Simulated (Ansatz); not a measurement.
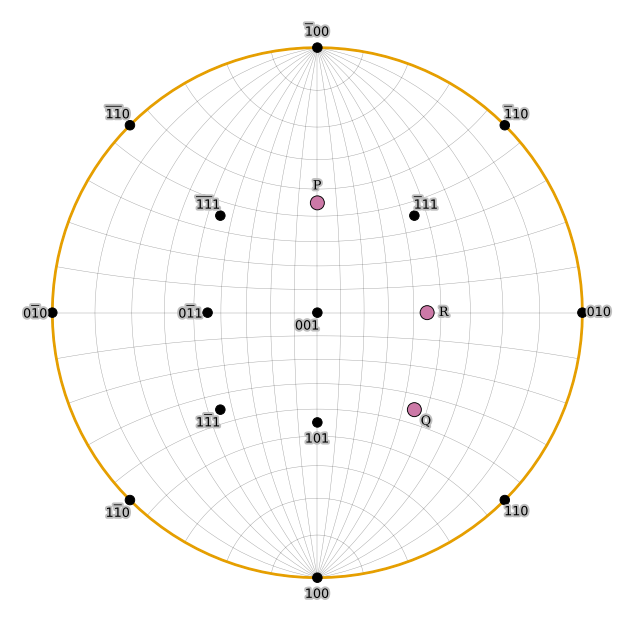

For N, the input geometry of an electronic-structure calculation (not necessarily at equilibrium): stereographic projection of plane normals (upper hemisphere) centred on (0 0 1). Geometry calculated from the standardised cell; symmetry tolerance 0.002 Å.

a = 3.108 Å, b = 3.108 Å, c = 3.108 Å, α = 90.00°, β = 90.00°, γ = 90.00°.

> Index the poles marked P, Q, R.

P is (−1 0 1), 45.0° from the centre; Q is (1 1 1), 54.7° from the centre; R is (0 1 1), 45.0° from the centre.

> Which zone does the coloured great circle trace?

The zone [0 0 1]: its poles satisfy l = 0.

> What is the angle between the normals of (1 −1 0) and (−1 1 0), and what are their d_hkl = 1/|g|?

180.0°; d = 2.197 Å and 2.197 Å.
